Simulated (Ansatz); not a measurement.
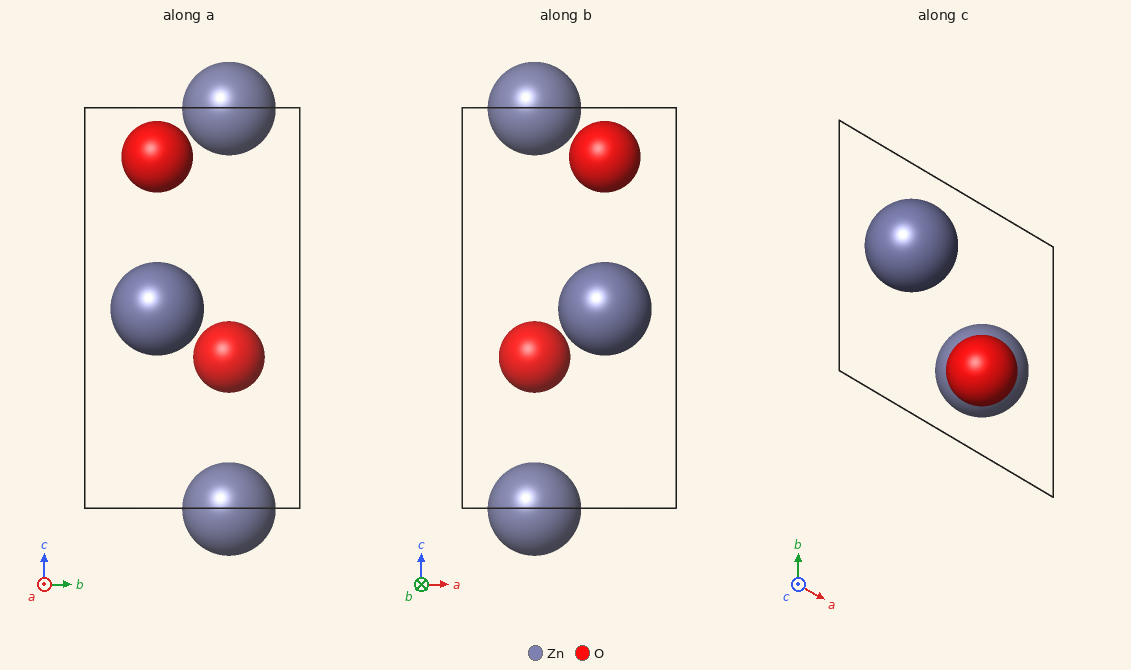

Spheres-only representation of a periodic structure, projected along the a axis, along the b axis and along the c axis. The unit cell is drawn as a box.

Lattice parameters: a = 3.235 Å, b = 3.256 Å, c = 5.211 Å, α = 90.00°, β = 90.00°, γ = 120.64°. Put a along x and b in the xy plane.

Give the structure in the form of a POSCAR file, with free fractional coordinates to two decimals.

Answer.
```
Zn O
1.0
     3.235    0.000    0.000
    -1.660    2.802    0.000
     0.000    0.000    5.211
Zn O
2 2
Direct
  0.34 0.67 0.00
  0.67 0.34 0.50
  0.34 0.67 0.38
  0.67 0.34 0.88
```

Source of the structure: a structure type filled with these elements by a generator (whether the compound takes this form wasn't checked). The cell was then strained or its atoms displaced on purpose. It was the input of a calculation with Ansatz.
